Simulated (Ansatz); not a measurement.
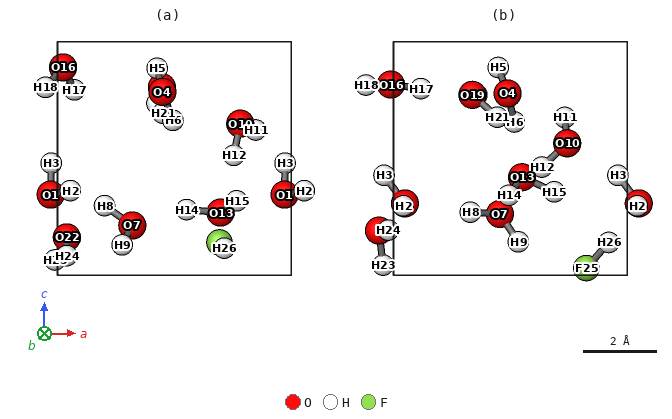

The structure of an amorphous cell of composition H17O8F before (left) and after (right) a relaxation, at one scale.

Style: ball-and-stick. Shown: the cell of the calculation, along the b axis.

The cell holds 8 H2O + 1 HF. The run prepares the start of a later molecular dynamics calculation, from a guessed geometry.

The calculation used Ansatz, DFT PBE-D3(BJ), scalar-relativistic, plane waves, PAW. Settings: plane-wave cutoff 420 eV; k-point mesh 1 × 1 × 1; occupations fermi dirac; smearing width 0.05 eV; no spin polarisation; atoms relaxed in a fixed cell; force threshold 0.3 eV/Å; at most 15 steps.

Question: What changed between the two?

Answer: The relaxation stopped without meeting its thresholds, so the last structure isn't shown to be converged. It used up its limit of 15 steps. The atom that moves furthest is an H atom (1.79 Å along [3 1 0]). By element the largest moves are H 1.79 Å, O 1.41 Å, F 1.12 Å. The cell doesn't change. Some distances before and after: F–H 0.934 → 1.017 Å, H–O 0.969 → 1.008 Å, H–O 0.969 → 0.980 Å. Bond angles that change, for instance: H–O–H 104.0° → 107.1°. Over 14 geometry steps the energy falls by 4.169 eV per cell of the calculation. Largest force component: 0.66 eV/Å at the start, 0.57 eV/Å at the end. The run took 32 s on 1 thread of Arm Neoverse V1, with other jobs on the host, peak memory 0.34 GiB.

Limits of the set-up: the program's low-accuracy preset was used; the periodic images lie only 6.5 Å apart, so the values are limited by the cell's size.
